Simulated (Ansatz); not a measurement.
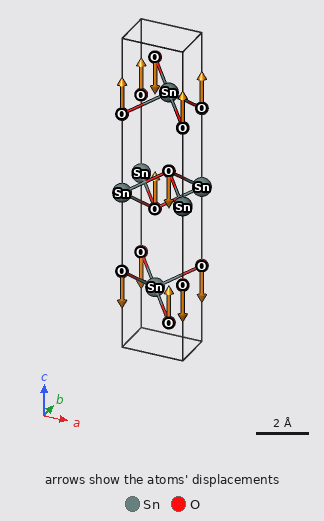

One vibrational mode of a crystal of SnO$_{2}$ at the zone centre. The orange arrows give the relative displacements of the atoms. Style: ball-and-stick. Shown: the conventional cell (3 times the calculation's cell), slightly off an axis. Lengths and directions refer to the drawn axes.

Method: DFT LDA, scalar-relativistic, plane waves, PAW in Ansatz. Set-up: plane-wave cutoff 420 eV; k-point mesh 12 × 12 × 12; occupations gaussian; smearing width 0.05 eV; no spin polarisation.

Frequencies are those without the non-analytic (LO–TO) term.

What mode is this, and where does it lie in the spectrum?

This is the A₁g mode at 516 cm⁻¹, the highest optical level, Raman-active by symmetry. The Sn atoms stay at rest; all motion is along c; atoms of one kind move against one another, with no net shift of their sublattice.
